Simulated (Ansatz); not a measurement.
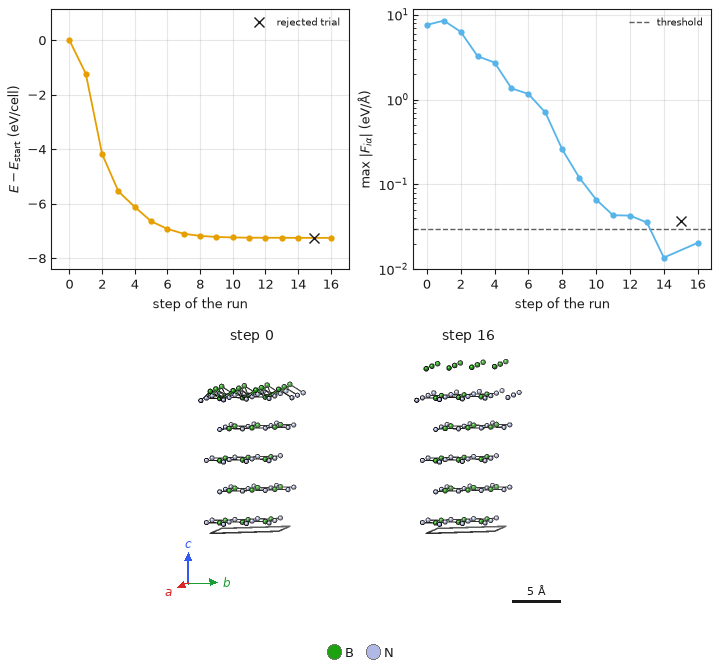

First and last geometry of a constrained relaxation of a slab of composition B6N5 (cut from the P6_3/mmc phase), with the history of the run. A ball-and-stick model of the 2 × 3 repeat of the cell, outlined in the plane, without the vacuum, seen slightly off an axis.

Case: B put at a hollow B-N site. The slab is the (0 0 1) face of BN with B on it. 4 atoms are held fixed.

All numbers below come from DFT PBE+D3(BJ), scalar-relativistic, plane waves, PAW (Ansatz).

Input file:
```yaml
crystal:
  lattice:
    - [2.5064380879, 0.0, 0.0]
    - [-1.2532190439, 2.1706390571, 0.0]
    - [0.0, 0.0, 32.2336959907]
  atoms:
    - { symbol: B, position: [0.6666666667, 0.3333333333, 0.2636992048] }
    - { symbol: "N", position: [0.3333333333, 0.6666666667, 0.2636992048] }
    - { symbol: B, position: [0.3333333333, 0.6666666667, 0.3663378844] }
    - { symbol: "N", position: [0.6666666667, 0.3333333333, 0.3663378844] }
    - { symbol: B, position: [0.6666666667, 0.3333333333, 0.4689765641] }
    - { symbol: "N", position: [0.3333333333, 0.6666666667, 0.4689765641] }
    - { symbol: B, position: [0.3333333333, 0.6666666667, 0.5716152439] }
    - { symbol: "N", position: [0.6666666667, 0.3333333333, 0.5716152439] }
    - { symbol: B, position: [0.6666666667, 0.3333333333, 0.6742539235] }
    - { symbol: "N", position: [0.3333333333, 0.6666666667, 0.6742539235] }
    - { symbol: B, position: [0.0, 0.0, 0.7009340783], spin: 1.0 }
basis:
  ecutwfc: 420
kpoints:
  mp_grid: { grid: [12, 12, 1] }
hamiltonian:
  xc: pbe
  dispersion: d3bj
scf:
  occupations: { method: gaussian, width: 0.05 }
output:
  forces: true
  eigenvalues: true
  populations: true
  write_density: true
  write_potential: true
  elf: true
  volumetric_format: npy
magnetization:
  spin_polarized: true
relax:
  adjacent_minimum: "off"
  f_tol: 0.03
  max_steps: 70
  constraints: [{ sites: [0, 1, 2, 3] }]
efield:
  axis: 3
  dipole_correction: true
  ramp_width: 0.04
```

Launched with:
```bash
ansatz run input.yaml --threads 1 --pin off --max-ram 2560MiB --backend cpu --events-out ev --progress --plain --runs-dir out
```

Question: What do the curves and the structures tell?

Answer: It converged. The energy falls by 7.248 eV per cell of the calculation in 15 accepted moves (16 points after the start). The largest force component goes from 7.6 to 0.02 eV/Å. The line search rejected the trial step at point 15 of the run. The largest move is that of B11, 2.42 Å along the normal (+c). By element the largest moves are B 2.42 Å, N 0.03 Å. The lattice vectors keep their values. Some distances before and after: N10–B11 1.683 → 3.557 Å, B9–B11 1.683 → 3.554 Å. Bonds break: B9–B11 (1.68 → 3.55 Å), N10–B11 (1.68 → 3.56 Å). The program noted that the starting moments weren't kept.

| step | E − E(0), meV/atom | largest force component, eV/Å | note |
| --- | --- | --- | --- |
| 0 | 0.00 | 7.6009 |  |
| 1 | -111.19 | 8.5497 |  |
| 2 | -379.56 | 6.3128 |  |
| 3 | -504.06 | 3.2498 |  |
| 4 | -555.96 | 2.7373 |  |
| 5 | -603.66 | 1.3590 |  |
| 6 | -629.18 | 1.1664 |  |
| 7 | -645.24 | 0.7055 |  |
| 8 | -652.36 | 0.2581 |  |
| 9 | -655.90 | 0.1206 |  |
| 10 | -657.59 | 0.0663 |  |
| 11 | -658.33 | 0.0433 |  |
| 12 | -658.55 | 0.0429 |  |
| 13 | -658.71 | 0.0355 |  |
| 14 | -658.88 | 0.0137 |  |
| 15 | -658.78 | 0.0374 | rejected |
| 16 | -658.93 | 0.0205 |  |

Limits of the set-up: the periodic images lie only 2.5 Å apart, so the values are limited by the cell's size.
